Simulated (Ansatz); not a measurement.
## La (space group Im-3m, No. 229): the states at the Fermi level

```cif
data_structure
_symmetry_space_group_name_H-M 'P 1'
_symmetry_Int_Tables_number 1
_cell_length_a 3.6786
_cell_length_b 3.6786
_cell_length_c 3.6786
_cell_angle_alpha 109.471
_cell_angle_beta 109.471
_cell_angle_gamma 109.471
_cell_volume 38.32
loop_
_atom_site_label
_atom_site_type_symbol
_atom_site_fract_x
_atom_site_fract_y
_atom_site_fract_z
_atom_site_occupancy
La1 La 0.00000 0.00000 0.00000 1
```

Level of theory: DFT LDA, scalar-relativistic, plane waves, PAW; levels and slopes on a dense k mesh at the converged density (Ansatz). Started with collinear moments, which vanished: the result is non-magnetic and both spins have the same bands. The levels come from a k mesh of 34×34×34 points. Unrelaxed database geometry (residual pressure −4 GPa). The cell comes from a database of computed structures, not from a measurement.

## 1. The sheets

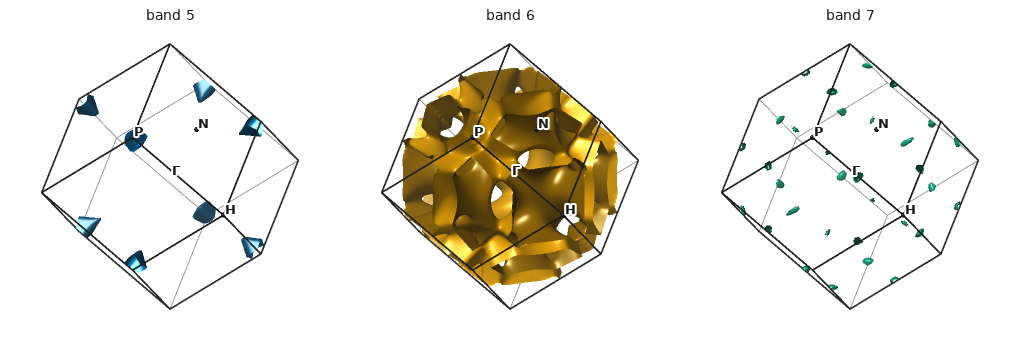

Fermi surface of this crystal. Each panel holds one band. The brighter face of a sheet looks towards empty states.

Describe the Fermi surface sheet by sheet.

Answer. Three bands cross the Fermi level; this is a three-dimensional metal.

Band 5: two hole pockets centred at P (each 0.28 % of the zone).
Band 6: a sheet that is open in all directions, neither an electron nor a hole pocket (the band is filled at H and N and empty at Γ).
Band 7: specks under 0.04 % of the zone, which the mesh doesn't resolve and which may come from the interpolation.
A pocket cut by a face of the zone is counted once with the part on the opposite face.
The shape of the surface of band 6 changes its kind within 0.04 eV of this level, so small parts may appear, vanish, join or separate.

## 2. Speeds

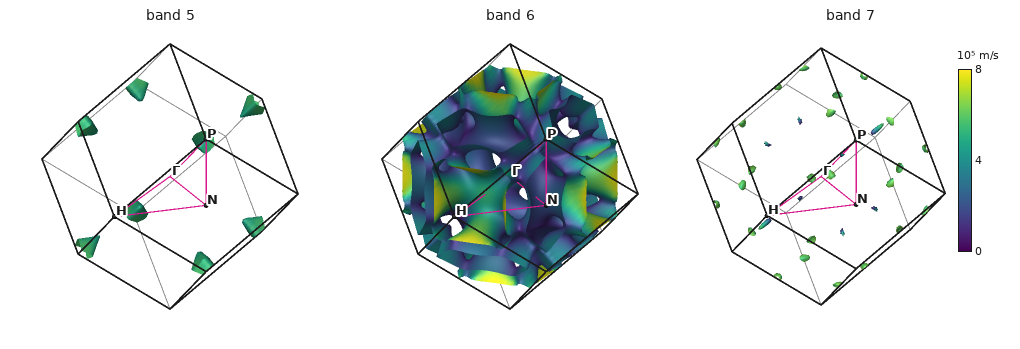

Fermi surface of this crystal, coloured by the Fermi speed.

How fast are the electrons on each sheet?

Answer. Band 5: 4.6 to 5.6 × 10⁵ m/s over most of the sheet, 5.3 × 10⁵ m/s on average over states. Band 6: 1.1 to 7.0 × 10⁵ m/s over most of the sheet, 2.4 × 10⁵ m/s on average over states. Band 7: 2.1 to 6.5 × 10⁵ m/s over most of the sheet, 4.9 × 10⁵ m/s on average over states.

Which of these bands adds most to the density of states at the Fermi level?

Answer. Band 6, with 4.2 of 4.4 states/eV per cell.

## 3. Cuts and bands

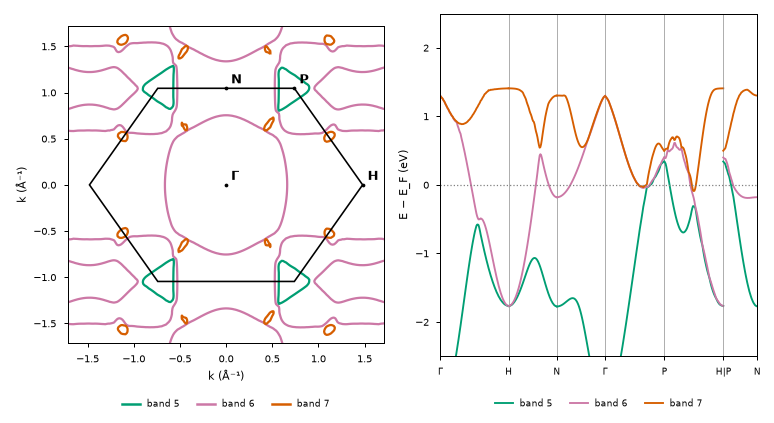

This crystal: cut through the Fermi surface in the plane through Γ, H and P, and the bands that cross the Fermi level.

Give each band's level at the labelled points, in eV from the Fermi level.

Answer.
```json
{"band": "band 5", "Γ": "below", "H": "−1.77", "N": "−1.77"}
{"band": "band 6", "Γ": "+1.30", "H": "−1.77", "N": "−0.18"}
{"band": "band 7", "Γ": "+1.30", "H": "+1.41", "N": "+1.30"}
```

Negative values are filled states; "above" and "below" lie outside the plotted window.

Spin-orbit coupling is left out; with La it can split, shift or remove sheets. Necks and pockets thinner than about two mesh steps aren't resolved, so separate pockets may in truth be joined.

Time for the whole run: 40 s on 1 thread of Arm Neoverse V1, with other jobs on the host, peak memory 0.67 GiB.
